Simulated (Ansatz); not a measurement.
CO$_{2}$: several calculations on one system

Part 1: Relaxation

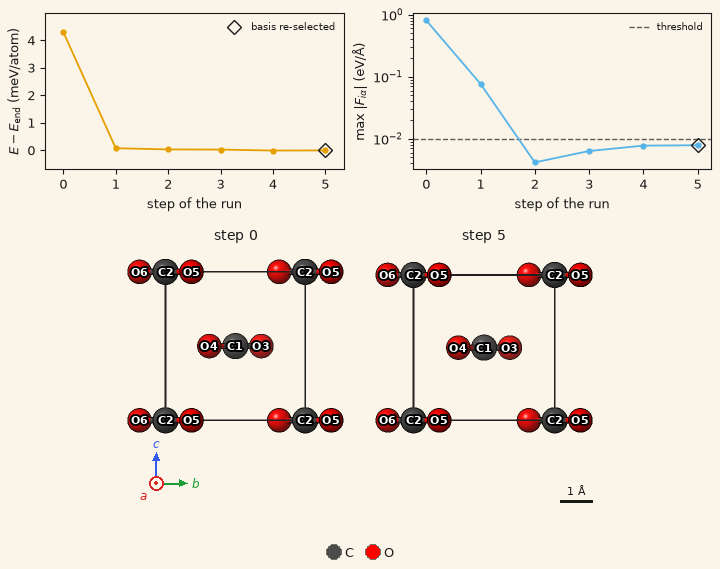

First and last geometry of a relaxation of crystalline CO2 (set up in P4_2/mnm), with the history of the run. A ball-and-stick model of the cell of the calculation, seen along the a axis.

Case: volume × 1.06, shape and atoms relaxed.

The calculation used Ansatz 0.2.0, DFT r2SCAN, scalar-relativistic, plane waves, PAW.

The input:
```yaml
crystal:
  lattice:
    - [4.4518682956, 0.0, 0.0]
    - [0.0, 4.4518682956, 0.0]
    - [0.0, 0.0, 4.7311003561]
  atoms:
    - { symbol: C, position: [0.5, 0.5, 0.5] }
    - { symbol: C, position: [0.0, 0.0, 0.0] }
    - { symbol: O, position: [0.3139122261, 0.6860877739, 0.5] }
    - { symbol: O, position: [0.6860877739, 0.3139122261, 0.5] }
    - { symbol: O, position: [0.1860877739, 0.1860877739, 0.0] }
    - { symbol: O, position: [0.8139122261, 0.8139122261, 0.0] }
basis:
  ecutwfc: 500
kpoints:
  mp_grid: { grid: [6, 6, 6] }
hamiltonian:
  xc: r2scan
scf:
  occupations: { method: gaussian, width: 0.02 }
output:
  forces: true
  stress: true
  eigenvalues: true
relax:
  adjacent_minimum: "off"
  f_tol: 0.01
  max_steps: 30
  cell: { stress_tol: 0.1, fix: [volume] }
```

Launched with:
```bash
ansatz run input.yaml --threads 1 --pin off --max-ram 2560MiB --backend cpu --events-out ev --progress --plain --runs-dir out
```

> Did the run converge, and what did it change?

It converged. Over 4 accepted moves (5 points after the start) the energy falls by 4.3 meV per atom. The largest force component goes from 0.81 to 0.0079 eV/Å. The pressure goes from −3.35 to −0.28 GPa. The SCF was repeated once at an unchanged geometry on a basis and grid sized afresh for the cell, which shifted the energy by less than 0.05 meV per atom at most. The largest moves relative to the cell, 0.024 Å, are those of O3, O4, O5 and O6. O5 goes along [−1 −1 0]. C stays in place. The drawn cell changes at constant volume: a = b 4.452 → 4.499 Å (+1.1 %), c 4.731 → 4.633 Å (−2.1 %). Near-neighbour distances that change, for instance: C1–O3 1.172 → 1.160 Å. The space group stays P4_2/mnm (No. 136). Cost: 72 s on 1 thread of AMD EPYC 7R13 Processor (Zen 3) (shared host), peak memory 0.64 GiB.

```
step  E − E(0), meV/atom  largest force component, eV/Å  pressure, GPa                      note
   0                0.00                         0.8107          -3.35                          
   1               -4.22                         0.0768          -0.61                          
   2               -4.26                         0.0042          -0.31                          
   3               -4.27                         0.0064          -0.30                          
   4               -4.30                         0.0078          -0.28                          
   5               -4.30                         0.0079          -0.28  same geometry, new basis
```

Part 2: Relaxation

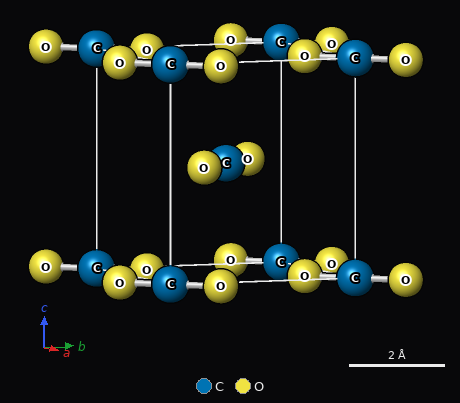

This is the input geometry for a relaxation of a crystal of CO2 (set up in P4_2/mnm). A ball-and-stick model of the cell of the calculation, seen from a free direction.

Computed with DFT r2SCAN, scalar-relativistic, plane waves, PAW in Ansatz.

Input file:
```yaml
crystal:
  lattice:
    - [4.22721279, 0.0, 0.0]
    - [0.0, 4.22721279, 0.0]
    - [0.0, 0.0, 4.68777159]
  atoms:
    - { symbol: C, position: [0.5, 0.5, 0.5] }
    - { symbol: C, position: [0.0, 0.0, 0.0] }
    - { symbol: O, position: [0.30482686, 0.69517314, 0.5] }
    - { symbol: O, position: [0.69517314, 0.30482686, 0.5] }
    - { symbol: O, position: [0.19517314, 0.19517314, 0.0] }
    - { symbol: O, position: [0.80482686, 0.80482686, 0.0] }
basis:
  ecutwfc: 500
kpoints:
  mp_grid: { grid: [6, 6, 6] }
hamiltonian:
  xc: r2scan
scf:
  occupations: { method: gaussian, width: 0.02 }
output:
  forces: true
  stress: true
  eigenvalues: true
  write_density: true
  write_potential: true
  elf: true
  volumetric_format: npy
relax:
  adjacent_minimum: "off"
  f_tol: 0.005
  max_steps: 80
  cell: { stress_tol: 0.05 }
```

Command:
```bash
ansatz run input.yaml --threads 1 --pin off --max-ram 2560MiB --backend cpu --events-out ev --progress --plain --runs-dir out
```

### Where does the relaxation end?

After 5 accepted moves (6 points after the start) the energy has fallen by 16.0 meV per cell of the calculation. The largest force component goes from 0.51 to 0.00048 eV/Å. Pressure: −1.67 GPa at the start and 0.00 GPa at the end. At 1 point the geometry stayed and the basis and grid were re-selected for the new cell (energy shift of 2.0 meV per cell of the calculation at most each time). The largest moves relative to the cell, 0.044 Å, are those of O3, O4, O5 and O6. O3 goes along [1 −1 0]. C stays in place. The volume changes by +5.6 %, with a = b 4.227 → 4.364 Å (+3.2 %), c 4.688 → 4.646 Å (−0.9 %). Some distances before and after: C1–O3 1.167 → 1.160 Å. The space group stays P4_2/mnm (No. 136).

The end point in the same view:

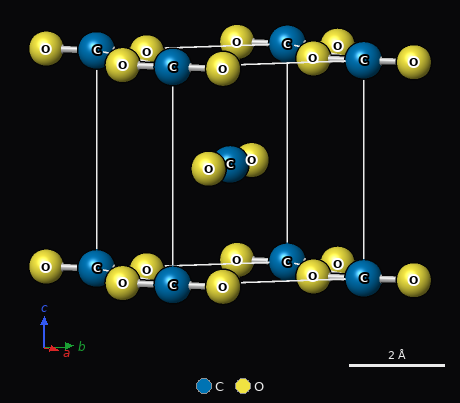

Part 3: A change

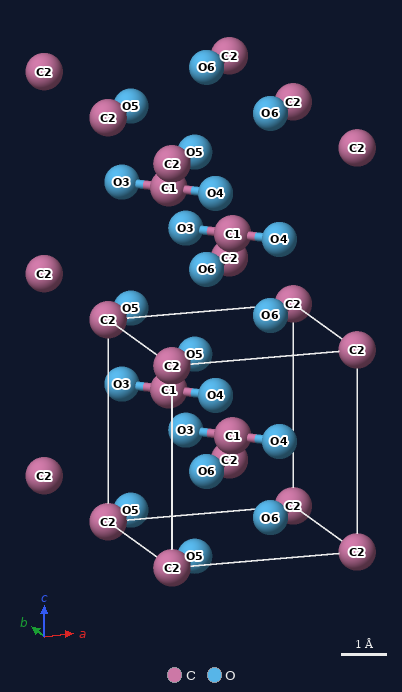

This is crystalline CO₂ (set up in P4_2/mnm). A ball-and-stick model of the cell of the calculation, repeated 1 × 2 × 2 with one cell outlined, seen slightly off an axis.

Theory: DFT r2SCAN, scalar-relativistic, plane waves, PAW (Ansatz 0.2.0). (plane-wave cutoff 500 eV; k-point mesh 6 × 6 × 6; occupations gaussian; smearing width 0.02 eV; no spin polarisation)

Change: The volume is changed by +3.0 %. The cell's shape and the atoms are relaxed at that volume.

What is the effect?

The drawn cell changes as follows: a = b 4.364 → 4.409 Å (+1.1 %), c 4.646 → 4.686 Å (+0.9 %); the volume changes by +3.0 %. The largest moves relative to the cell, 0.012 Å, are those of O3, O4, O5 and O6. O3 goes along [1 −1 0]. C stays in place. The space group stays P4_2/mnm (No. 136). The energy changes by less than 1 meV per atom. Pressure: 0.0 GPa before, −0.2 GPa after.
